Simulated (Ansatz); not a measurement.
## Run report: Sn, geometry relaxation (part 1 of 2)

System: Sn (slab, 5 atoms in the cell).
Method: DFT, PBE, PAW with Ansatz's default frozen-core files, scalar-relativistic, no spin polarisation (Ansatz 0.2.0).

It belongs to a series of runs on one base structure; here: atoms relaxed, PAW files. Figures and captions count atoms from 1; the log counts them from 0 in places.

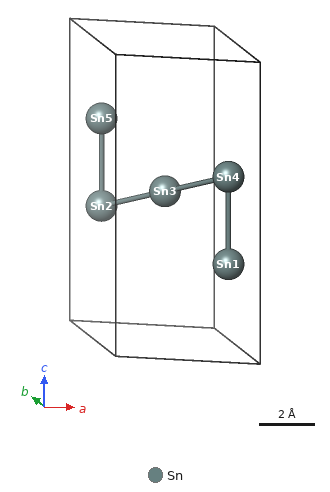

*The starting structure (ball-and-stick view of the cell of the calculation, with the vacuum cut short, seen slightly off an axis; atoms are numbered from 1 in the order of the input). An atom can appear more than once, as a periodic image.*

Near neighbours in the periodic cell (some may lie outside the picture): Sn has 4 Sn at 3.30 Å; Sn has 7 Sn at 3.30 Å; Sn has 6 Sn at 3.30 Å.

## Input file
```yaml
crystal:
  lattice:
    - [5.3935382857, 0.0, 0.0]
    - [-2.6967691428, 4.6709411717, 0.0]
    - [0.0, 0.0, 20.4038]
  atoms:
    - { symbol: Sn, position: [0.833333333, 0.166666667, 0.3920836912] }
    - { symbol: Sn, position: [0.166666667, 0.833333333, 0.4460418454] }
    - { symbol: Sn, position: [0.5, 0.5, 0.5] }
    - { symbol: Sn, position: [0.833333333, 0.166666667, 0.5539581546] }
    - { symbol: Sn, position: [0.166666667, 0.833333333, 0.6079163088] }
kpoints:
  mp_grid: { grid: [7, 7, 1] }
scf:
  occupations: { method: fermi_dirac, width: 0.1 }
hamiltonian:
  xc: pbe
  pseudopotentials: { kind: paw }
output:
  forces: true
  stress: true
  eigenvalues: true
relax:
  f_tol: 0.01
  max_steps: 40
efield:
  axis: 3
  amplitude: 0
  dipole_correction: true
```

Hardware: 2 threads of Arm Neoverse V1, 24 GiB of memory available, shared host.

Command:
```bash
ansatz run input.yaml --threads 2 --pin off --max-ram 4096MiB --backend cpu --events-out ev --progress --plain --runs-dir out
```

## Log
```
Warning: output.stress: scf.convergence.dr2_threshold = 1e-7 eV (the SCF's general default) is looser than the 5e-10 eV advised for a printed stress (1e-10 eV for each atom of the cell: 5). What an SCF threshold leaves in a stress goes as its square root, and in the free energy as the threshold itself, and one threshold admits the most on a small cell: of the crystals measured, under no hybrid functional and no lock of the moments, on runs that ended without the residual-converged pass, on stresses that held no estimate of that error, the worst erred by over 100 MPa in a component at 1e-7 eV an atom and by under 5 at 1e-10. Every solve of this run answers to scf.convergence.dr2_threshold, and the tensor of one is reported: a single SCF on the reported geometry and on this run's grids (its basis.xc_grid and basis.ecutrho_ratio typed), with scf.convergence.dr2_threshold at 5e-10 eV or tighter, prints it and tightens no other solve. Else set scf.convergence.dr2_threshold to 5e-10 eV or tighter. The threshold is an SCF's pass mark: one that does not reach it within its budget of iterations ends unconverged, or closes short of it on a stop that the run arms, and scf.convergence.dr2_threshold's page says what that costs each kind of run
Engine: ansatz 0.2.0, aarch64-unknown-linux-gnu
Pseudopotentials: kind: paw
Pseudopotential: Sn, paw, valence charge 14, recommended cutoff 420 eV (normal), Sn.paw.azcp
Functional definition: PBE
  parameter kappa = 0.804
  parameter beta = 0.06672455060314922
  exchange = pbe_x(kappa = kappa, mu = beta*pi^2/3)
  correlation = pbe_c(beta = beta)
Crystal: 5 atoms, lattice volume = 514.031 Å³
Basis set: ecut = 420 eV, 9999 PW (Γ), exchange–correlation on 80×80×288 points (8 copies of the dense FFT grid, shifted against one another)
Bands: 42, of which v1, the nominal top of the filled ones, is band 35 counted from 1 (34 counted from 0)
Symmetry: 6 space group operations
k-points: 8 of 49 (time reversal used)
Non-local potential: Sn, projectors of the file, l = 0: 2, l = 1: 2, l = 2: 2, l = 3: 2
PAW form: soft (Blöchl's): semilocal exchange-correlation on the pseudo side does not see the compensation charge
PAW one-centre angular grid: Sn, 590 points (default); XC on 64 Gauss nodes
Initial density: superposition of atomic densities (neutral atoms: chi_scale 0, normalization atom), corrected by the library's trained network
Initial wavefunctions: pseudopotential atomic-orbital guess
Functional: x = pbe(κ = 0.804, μ = 0.2195149727645171), c = pbe(β = 0.06672455060314922)
SCF iter   1: F=—  HF=-30119.642642 eV  |F-HF|=—  |Δ(HF+E_count)|=         —  Δρ=1.44e-3  dr2=3.14e-2  ethr=1.77e-3  p=0.000 e·Å  D=6.64e-14 V/Å  ΔV_dip=-0.00 eV  dr2_dipole=5.23e-9  V_vac-E_F(+/−)=3.88/3.88 eV  ⟨swp⟩=7.0  Hψ=1354  notcnv=0
efield: sawtooth ramp at fractional position 0.9500 (placed from the atoms, in the widest stretch of the axis that holds none; the zero of the levels goes with the place), width 0.1000; the density the first Hamiltonian is built on has a dipole p = 0.000 e·Å; the dipole correction subtracts the counter field D = 6.64e-14 V/Å, which shifts the + side's vacuum level by -0.00 eV against the − side's; the planar-averaged density in the ramp window peaks in size at 2.4e-5 e/Å³
preconditioner: auto → LDOS  [metal: Δε(μ)=0.059 eV  Ē_g=18.362 eV  σ=0.100 eV  W_gap=0.14  n_scr=66 (ndim 8)  ℏωp=13.7 eV  f_vac=0.630  D(μ)=2.21/eV (n_scr^D=4)  β→1.0]
SCF iter   2: F=—  HF=-30119.637766 eV  |F-HF|=—  |Δ(HF+E_count)|=   4.88e-3  Δρ=1.34e-3  dr2=1.55e-2  ethr=4.49e-5  p=0.000 e·Å  D=4.02e-7 V/Å  ΔV_dip=-0.00 eV  dr2_dipole=7.78e-9  V_vac-E_F(+/−)=4.06/4.06 eV  ⟨swp⟩=2.2  Hψ=698  notcnv=0
SCF iter   3: F=—  HF=-30119.633285 eV  |F-HF|=—  |Δ(HF+E_count)|=   4.48e-3  Δρ=2.24e-4  dr2=3.87e-4  ethr=2.21e-5  p=-0.000 e·Å  D=-1.12e-6 V/Å  ΔV_dip=0.00 eV  dr2_dipole=9.97e-10  V_vac-E_F(+/−)=4.01/4.01 eV  ⟨swp⟩=2.0  Hψ=585  notcnv=0
SCF iter   4: F=—  HF=-30119.633282 eV  |F-HF|=—  |Δ(HF+E_count)|=   3.26e-6  Δρ=6.38e-5  dr2=1.75e-5  ethr=5.53e-7  p=-0.000 e·Å  D=-1.14e-6 V/Å  ΔV_dip=0.00 eV  dr2_dipole=8.16e-11  V_vac-E_F(+/−)=4.02/4.02 eV  ⟨swp⟩=2.0  Hψ=583  notcnv=0
iter 5 did not close the SCF: its close was put off for the readings that it lacked (scf_convergence_deferred on its scf_iter line)
SCF iter   5: F=-30119.633290 eV  HF=-30119.633288 eV  |F-HF|=1.37e-6  |Δ(HF+E_count)|=   6.26e-6  Δρ=1.69e-5  dr2=1.77e-6  ethr=2.49e-8  p=-0.000 e·Å  D=-2.42e-9 V/Å  ΔV_dip=0.00 eV  dr2_dipole=4.98e-14  V_vac-E_F(+/−)=4.02/4.02 eV  ⟨swp⟩=2.0  Hψ=627  notcnv=0
SCF iter   6: F=-30119.633290 eV  HF=-30119.633290 eV  |F-HF|=9.02e-8  |Δ(HF+E_count)|=   1.89e-6  Δρ=5.59e-6  dr2=1.66e-7  ethr=2.53e-9  p=-0.000 e·Å  D=-3.24e-8 V/Å  ΔV_dip=0.00 eV  dr2_dipole=7.57e-13  V_vac-E_F(+/−)=4.02/4.02 eV  ⟨swp⟩=6.0  Hψ=1547  notcnv=0
SCF 1 converged in 6 iterations: F = -30119.633290 eV  dr2 = 1.66e-7
  greatest PAW one-centre occupation: 0.991 electrons in one spin orbital (limit 2), on the Sn atom at site 2 (counted from 0), in its partial waves of l = 2
relax step   1: F+E_penalty+E_count = -30119.63329014 eV  Δ(F+E_penalty+E_count) = +0.000e0 eV  max|allowed force component| = 9.380e-1 eV/Å  Δτ_max = 0.0000 Å  (6 SCF iters, dr2 threshold 2.50e-6 eV, accepted)
Initial density: handed on by an earlier stage of this run
Initial wavefunctions: those handed on with the density
iter 1 solved again at ethr=4.34e-5 eV; its pass at ethr=3.10e-3 eV (dr2=3.03e-2 eV) is discarded
SCF iter   1: F=—  HF=-30119.901124 eV  |F-HF|=—  |Δ(HF+E_count)|=         —  Δρ=2.15e-3  dr2=3.01e-2  ethr=4.34e-5  p=-0.000 e·Å  D=-3.24e-8 V/Å  ΔV_dip=0.00 eV  dr2_dipole=1.15e-15  V_vac-E_F(+/−)=4.18/4.18 eV  ⟨swp⟩=2.0  Hψ=1345  notcnv=0
efield: sawtooth ramp at fractional position 0.9500 (handed on by an earlier solve), width 0.1000; the density the first Hamiltonian is built on has a dipole p = -0.000 e·Å; the dipole correction subtracts the counter field D = -3.24e-8 V/Å, which shifts the + side's vacuum level by +0.00 eV against the − side's; the planar-averaged density in the ramp window peaks in size at 3.3e-7 e/Å³
preconditioner: auto → LDOS  [metal: Δε(μ)=0.150 eV  Ē_g=18.550 eV  σ=0.100 eV  W_gap=0.36  n_scr=66 (ndim 8)  ℏωp=13.7 eV  f_vac=0.644  D(μ)=2.20/eV (n_scr^D=4)  β→1.0]
SCF iter   2: F=—  HF=-30119.896924 eV  |F-HF|=—  |Δ(HF+E_count)|=   4.20e-3  Δρ=8.38e-4  dr2=9.17e-3  ethr=4.30e-5  p=0.000 e·Å  D=3.07e-7 V/Å  ΔV_dip=-0.00 eV  dr2_dipole=3.86e-13  V_vac-E_F(+/−)=4.29/4.29 eV  ⟨swp⟩=2.0  Hψ=615  notcnv=0
SCF iter   3: F=—  HF=-30119.895258 eV  |F-HF|=—  |Δ(HF+E_count)|=   1.67e-3  Δρ=2.34e-4  dr2=3.10e-4  ethr=1.31e-5  p=0.000 e·Å  D=6.30e-7 V/Å  ΔV_dip=-0.00 eV  dr2_dipole=6.50e-12  V_vac-E_F(+/−)=4.26/4.26 eV  ⟨swp⟩=2.0  Hψ=580  notcnv=0
SCF iter   4: F=-30119.895203 eV  HF=-30119.895222 eV  |F-HF|=1.86e-5  |Δ(HF+E_count)|=   3.59e-5  Δρ=8.14e-5  dr2=3.41e-5  ethr=7.86e-8  p=0.000 e·Å  D=9.26e-9 V/Å  ΔV_dip=-0.00 eV  dr2_dipole=3.61e-12  V_vac-E_F(+/−)=4.26/4.26 eV  ⟨swp⟩=9.0  Hψ=1843  notcnv=0
SCF 2 converged in 4 iterations: F = -30119.895203 eV  dr2 = 3.41e-5
relax step   2: F+E_penalty+E_count = -30119.89520325 eV  Δ(F+E_penalty+E_count) = -2.619e-1 eV  max|allowed force component| = 2.898e-1 eV/Å  Δτ_max = 0.1954 Å  (4 SCF iters, dr2 threshold 5.50e-5 eV, accepted)
SCF iter   1: F=—  HF=-30119.936275 eV  |F-HF|=—  |Δ(HF+E_count)|=         —  Δρ=1.26e-3  dr2=6.44e-3  ethr=1.41e-4  p=0.000 e·Å  D=9.26e-9 V/Å  ΔV_dip=-0.00 eV  dr2_dipole=1.21e-12  V_vac-E_F(+/−)=4.29/4.29 eV  ⟨swp⟩=6.0  Hψ=1074  notcnv=0
efield: sawtooth ramp at fractional position 0.9500 (handed on by an earlier solve), width 0.1000; the density the first Hamiltonian is built on has a dipole p = 0.000 e·Å; the dipole correction subtracts the counter field D = 9.26e-9 V/Å, which shifts the + side's vacuum level by -0.00 eV against the − side's; the planar-averaged density in the ramp window peaks in size at 2.1e-7 e/Å³
preconditioner: auto → LDOS  [metal: Δε(μ)=0.079 eV  Ē_g=18.610 eV  σ=0.100 eV  W_gap=0.19  n_scr=66 (ndim 8)  ℏωp=13.7 eV  f_vac=0.650  D(μ)=2.47/eV (n_scr^D=6)  β→1.0]
SCF iter   2: F=—  HF=-30119.935899 eV  |F-HF|=—  |Δ(HF+E_count)|=   3.76e-4  Δρ=2.76e-4  dr2=1.70e-3  ethr=9.20e-6  p=0.000 e·Å  D=8.71e-7 V/Å  ΔV_dip=-0.00 eV  dr2_dipole=5.06e-13  V_vac-E_F(+/−)=4.30/4.30 eV  ⟨swp⟩=2.0  Hψ=479  notcnv=0
SCF iter   3: F=—  HF=-30119.935773 eV  |F-HF|=—  |Δ(HF+E_count)|=   1.26e-4  Δρ=9.38e-5  dr2=3.93e-5  ethr=2.43e-6  p=0.000 e·Å  D=3.44e-7 V/Å  ΔV_dip=-0.00 eV  dr2_dipole=2.94e-13  V_vac-E_F(+/−)=4.29/4.29 eV  ⟨swp⟩=2.5  Hψ=535  notcnv=0
SCF iter   4: F=—  HF=-30119.935798 eV  |F-HF|=—  |Δ(HF+E_count)|=   2.46e-5  Δρ=5.19e-5  dr2=2.03e-5  ethr=7.50e-9  p=0.000 e·Å  D=1.15e-7 V/Å  ΔV_dip=-0.00 eV  dr2_dipole=2.86e-13  V_vac-E_F(+/−)=4.29/4.29 eV  ⟨swp⟩=11.4  Hψ=1751  notcnv=0
SCF iter   5: F=-30119.935792 eV  HF=-30119.935793 eV  |F-HF|=7.43e-7  |Δ(HF+E_count)|=   5.05e-6  Δρ=1.44e-5  dr2=1.12e-6  ethr=7.50e-9  p=0.000 e·Å  D=2.01e-8 V/Å  ΔV_dip=-0.00 eV  dr2_dipole=5.66e-14  V_vac-E_F(+/−)=4.29/4.29 eV  ⟨swp⟩=5.6  Hψ=1499  notcnv=0
SCF 3 converged in 5 iterations: F = -30119.935792 eV  dr2 = 1.12e-6
relax step   3: F+E_penalty+E_count = -30119.93579216 eV  Δ(F+E_penalty+E_count) = -4.059e-2 eV  max|allowed force component| = 1.819e-1 eV/Å  Δτ_max = 0.1060 Å  (5 SCF iters, dr2 threshold 5.25e-6 eV, accepted)
SCF iter   1: F=—  HF=-30119.975246 eV  |F-HF|=—  |Δ(HF+E_count)|=         —  Δρ=2.28e-3  dr2=2.04e-2  ethr=2.86e-4  p=0.000 e·Å  D=2.01e-8 V/Å  ΔV_dip=-0.00 eV  dr2_dipole=1.00e-10  V_vac-E_F(+/−)=4.20/4.20 eV  ⟨swp⟩=5.6  Hψ=1149  notcnv=0
efield: sawtooth ramp at fractional position 0.9500 (handed on by an earlier solve), width 0.1000; the density the first Hamiltonian is built on has a dipole p = 0.000 e·Å; the dipole correction subtracts the counter field D = 2.01e-8 V/Å, which shifts the + side's vacuum level by -0.00 eV against the − side's; the planar-averaged density in the ramp window peaks in size at 1.3e-7 e/Å³
preconditioner: auto → LDOS  [metal: Δε(μ)=0.251 eV  Ē_g=18.673 eV  σ=0.100 eV  W_gap=0.48  n_scr=66 (ndim 8)  ℏωp=13.7 eV  f_vac=0.653  D(μ)=1.94/eV (n_scr^D=4)  β→1.0]
SCF iter   2: F=—  HF=-30119.972757 eV  |F-HF|=—  |Δ(HF+E_count)|=   2.49e-3  Δρ=3.16e-4  dr2=8.15e-4  ethr=2.91e-5  p=0.000 e·Å  D=2.54e-6 V/Å  ΔV_dip=-0.00 eV  dr2_dipole=1.11e-10  V_vac-E_F(+/−)=4.15/4.15 eV  ⟨swp⟩=2.0  Hψ=426  notcnv=0
SCF iter   3: F=—  HF=-30119.973182 eV  |F-HF|=—  |Δ(HF+E_count)|=   4.24e-4  Δρ=1.10e-4  dr2=9.99e-5  ethr=1.16e-6  p=-0.000 e·Å  D=-1.65e-7 V/Å  ΔV_dip=0.00 eV  dr2_dipole=1.36e-12  V_vac-E_F(+/−)=4.14/4.14 eV  ⟨swp⟩=3.2  Hψ=736  notcnv=0
SCF iter   4: F=—  HF=-30119.973160 eV  |F-HF|=—  |Δ(HF+E_count)|=   2.20e-5  Δρ=4.91e-5  dr2=1.37e-5  ethr=1.43e-7  p=0.000 e·Å  D=1.87e-7 V/Å  ΔV_dip=-0.00 eV  dr2_dipole=2.28e-13  V_vac-E_F(+/−)=4.14/4.14 eV  ⟨swp⟩=2.1  Hψ=584  notcnv=0
SCF iter   5: F=-30119.973161 eV  HF=-30119.973161 eV  |F-HF|=1.01e-7  |Δ(HF+E_count)|=   1.67e-6  Δρ=1.04e-5  dr2=1.22e-6  ethr=4.51e-9  p=0.000 e·Å  D=3.43e-8 V/Å  ΔV_dip=-0.00 eV  dr2_dipole=1.30e-13  V_vac-E_F(+/−)=4.14/4.14 eV  ⟨swp⟩=11.4  Hψ=1640  notcnv=0
SCF 4 converged in 5 iterations: F = -30119.973161 eV  dr2 = 1.22e-6
relax step   4: F+E_penalty+E_count = -30119.97316135 eV  Δ(F+E_penalty+E_count) = -3.737e-2 eV  max|allowed force component| = 6.167e-2 eV/Å  Δτ_max = 0.1466 Å  (5 SCF iters, dr2 threshold 3.16e-6 eV, accepted)
SCF iter   1: F=—  HF=-30119.982478 eV  |F-HF|=—  |Δ(HF+E_count)|=         —  Δρ=1.70e-3  dr2=9.19e-3  ethr=1.91e-4  p=0.000 e·Å  D=3.43e-8 V/Å  ΔV_dip=-0.00 eV  dr2_dipole=1.71e-11  V_vac-E_F(+/−)=4.10/4.10 eV  ⟨swp⟩=6.6  Hψ=1193  notcnv=0
efield: sawtooth ramp at fractional position 0.9500 (handed on by an earlier solve), width 0.1000; the density the first Hamiltonian is built on has a dipole p = 0.000 e·Å; the dipole correction subtracts the counter field D = 3.43e-8 V/Å, which shifts the + side's vacuum level by -0.00 eV against the − side's; the planar-averaged density in the ramp window peaks in size at 9.0e-8 e/Å³
preconditioner: auto → LDOS  [metal: Δε(μ)=0.270 eV  Ē_g=18.689 eV  σ=0.100 eV  W_gap=0.49  n_scr=66 (ndim 8)  ℏωp=13.7 eV  f_vac=0.656  D(μ)=1.65/eV (n_scr^D=4)  β→1.0]
SCF iter   2: F=—  HF=-30119.981679 eV  |F-HF|=—  |Δ(HF+E_count)|=   7.99e-4  Δρ=2.28e-4  dr2=4.17e-4  ethr=1.31e-5  p=0.000 e·Å  D=1.03e-6 V/Å  ΔV_dip=-0.00 eV  dr2_dipole=6.15e-11  V_vac-E_F(+/−)=4.08/4.08 eV  ⟨swp⟩=2.4  Hψ=602  notcnv=0
SCF iter   3: F=—  HF=-30119.981855 eV  |F-HF|=—  |Δ(HF+E_count)|=   1.76e-4  Δρ=1.43e-4  dr2=1.78e-4  ethr=5.96e-7  p=-0.000 e·Å  D=-5.86e-7 V/Å  ΔV_dip=0.00 eV  dr2_dipole=4.72e-11  V_vac-E_F(+/−)=4.07/4.07 eV  ⟨swp⟩=2.1  Hψ=584  notcnv=0
SCF iter   4: F=—  HF=-30119.981799 eV  |F-HF|=—  |Δ(HF+E_count)|=   5.64e-5  Δρ=3.27e-5  dr2=7.54e-6  ethr=2.54e-7  p=0.000 e·Å  D=6.68e-8 V/Å  ΔV_dip=-0.00 eV  dr2_dipole=2.59e-12  V_vac-E_F(+/−)=4.08/4.08 eV  ⟨swp⟩=2.0  Hψ=578  notcnv=0
SCF iter   5: F=—  HF=-30119.981801 eV  |F-HF|=—  |Δ(HF+E_count)|=   2.58e-6  Δρ=9.09e-6  dr2=4.95e-7  ethr=1.08e-8  p=-0.000 e·Å  D=-3.13e-8 V/Å  ΔV_dip=0.00 eV  dr2_dipole=5.04e-13  V_vac-E_F(+/−)=4.07/4.07 eV  ⟨swp⟩=2.9  Hψ=608  notcnv=0
SCF iter   6: F=-30119.981802 eV  HF=-30119.981802 eV  |F-HF|=7.16e-8  |Δ(HF+E_count)|=   5.59e-7  Δρ=2.62e-6  dr2=5.05e-8  ethr=6.25e-10  p=0.000 e·Å  D=1.52e-8 V/Å  ΔV_dip=-0.00 eV  dr2_dipole=6.31e-14  V_vac-E_F(+/−)=4.07/4.07 eV  ⟨swp⟩=9.6  Hψ=1416  notcnv=0
SCF 5 converged in 6 iterations: F = -30119.981802 eV  dr2 = 5.05e-8
relax step   5: F+E_penalty+E_count = -30119.98180186 eV  Δ(F+E_penalty+E_count) = -8.641e-3 eV  max|allowed force component| = 2.178e-2 eV/Å  Δτ_max = 0.1246 Å  (6 SCF iters, dr2 threshold 4.37e-7 eV, accepted)
SCF iter   1: F=—  HF=-30119.982687 eV  |F-HF|=—  |Δ(HF+E_count)|=         —  Δρ=5.96e-4  dr2=1.04e-3  ethr=1.67e-5  p=0.000 e·Å  D=1.52e-8 V/Å  ΔV_dip=-0.00 eV  dr2_dipole=1.43e-13  V_vac-E_F(+/−)=4.07/4.07 eV  ⟨swp⟩=4.4  Hψ=968  notcnv=0
efield: sawtooth ramp at fractional position 0.9500 (handed on by an earlier solve), width 0.1000; the density the first Hamiltonian is built on has a dipole p = 0.000 e·Å; the dipole correction subtracts the counter field D = 1.52e-8 V/Å, which shifts the + side's vacuum level by -0.00 eV against the − side's; the planar-averaged density in the ramp window peaks in size at 7.0e-8 e/Å³
preconditioner: auto → LDOS  [insulator: Δε(μ)=0.305 eV  Ē_g=18.695 eV  σ=0.100 eV  W_gap=0.55  n_scr=66 (ndim 8)  ℏωp=13.7 eV  f_vac=0.657  D(μ)=1.62/eV (n_scr^D=4)  ε∞_Penn≈1.5  β→1.0]
SCF iter   2: F=—  HF=-30119.982598 eV  |F-HF|=—  |Δ(HF+E_count)|=   8.84e-5  Δρ=8.24e-5  dr2=3.56e-5  ethr=1.48e-6  p=0.000 e·Å  D=3.51e-7 V/Å  ΔV_dip=-0.00 eV  dr2_dipole=1.18e-12  V_vac-E_F(+/−)=4.07/4.07 eV  ⟨swp⟩=3.0  Hψ=651  notcnv=0
SCF iter   3: F=—  HF=-30119.982683 eV  |F-HF|=—  |Δ(HF+E_count)|=   8.53e-5  Δρ=4.95e-5  dr2=1.48e-5  ethr=5.09e-8  p=0.000 e·Å  D=8.69e-8 V/Å  ΔV_dip=-0.00 eV  dr2_dipole=2.38e-12  V_vac-E_F(+/−)=4.07/4.07 eV  ⟨swp⟩=2.0  Hψ=588  notcnv=0
SCF iter   4: F=—  HF=-30119.982678 eV  |F-HF|=—  |Δ(HF+E_count)|=   5.44e-6  Δρ=1.23e-5  dr2=1.13e-6  ethr=2.11e-8  p=-0.000 e·Å  D=-1.05e-8 V/Å  ΔV_dip=0.00 eV  dr2_dipole=3.50e-14  V_vac-E_F(+/−)=4.07/4.07 eV  ⟨swp⟩=2.0  Hψ=577  notcnv=0
SCF iter   5: F=-30119.982678 eV  HF=-30119.982678 eV  |F-HF|=2.50e-8  |Δ(HF+E_count)|=   1.53e-7  Δρ=4.29e-6  dr2=9.05e-8  ethr=1.43e-10  p=-0.000 e·Å  D=-1.65e-9 V/Å  ΔV_dip=0.00 eV  dr2_dipole=3.08e-14  V_vac-E_F(+/−)=4.07/4.07 eV  ⟨swp⟩=7.0  Hψ=1758  notcnv=0
SCF 6 converged in 5 iterations: F = -30119.982678 eV  dr2 = 9.05e-8
relax step   6: F+E_penalty+E_count = -30119.98267784 eV  Δ(F+E_penalty+E_count) = -8.760e-4 eV  max|allowed force component| = 8.183e-3 eV/Å  Δτ_max = 0.0450 Å  (5 SCF iters, accepted)
```
